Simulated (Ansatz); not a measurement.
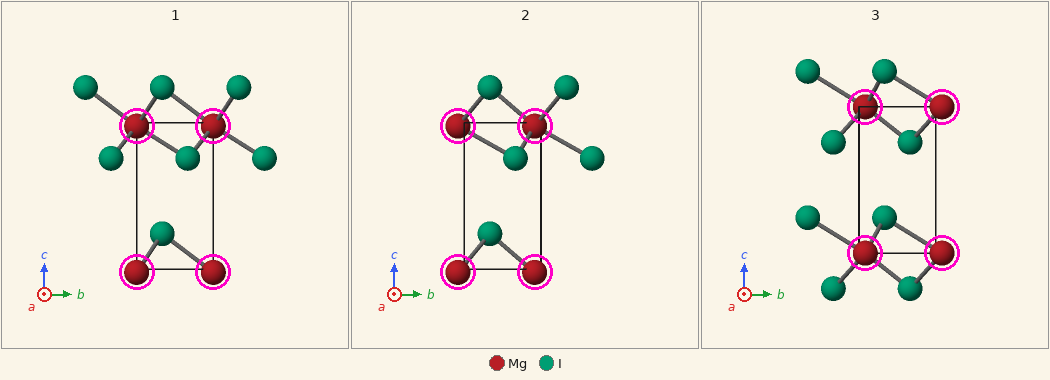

MgI₂ (P-3m1, No. 164; 3 atoms in the cell). Atom Mg1 is moved over a plane while all other atoms and the cell stay fixed (its periodic images move with it) (x along [1 0 0], y along [1 2 0], z along [0 0 1] of the conventional cell). Coordinates scanned: (1) shift of Mg1 along y; (2) shift of Mg1 along z. The grid has 5 × 5 points; 13 points were computed and 12 follow by symmetry. All energies are given in meV per cell relative to the lowest grid point. The reference cell is the one listed in the database, not relaxed at this level. All numbers below come from Ansatz, DFT PBE, scalar-relativistic, plane waves, PAW. Settings: cutoff 420 eV, k-mesh 6×6×4 in the order of the run's cell vectors, gaussian smearing 0.05 eV, no spin polarisation.

The numbered pictures are structures from this grid. Rings mark the moved atoms.

Question: Which is the most stable, and how do the others follow?

Answer: 1, at shift of Mg1 along y = 0.00 Å, shift of Mg1 along z = −0.15 Å: 63 meV; 3, at shift of Mg1 along y = 0.30 Å, shift of Mg1 along z = 0.00 Å: 118 meV; 2, at shift of Mg1 along y = −0.30 Å, shift of Mg1 along z = −0.15 Å: 175 meV.

The map, with the structures marked:

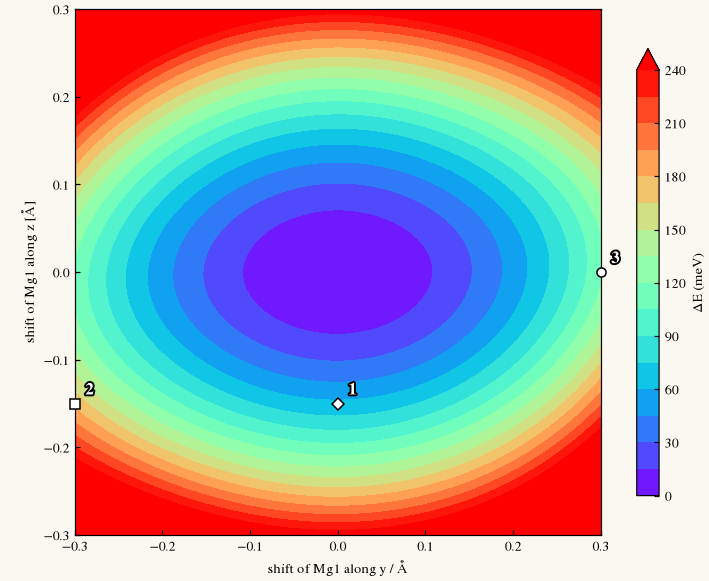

In the figure: filled contours, one colour for all values above the top of the scale. Between grid points the surface is interpolated.
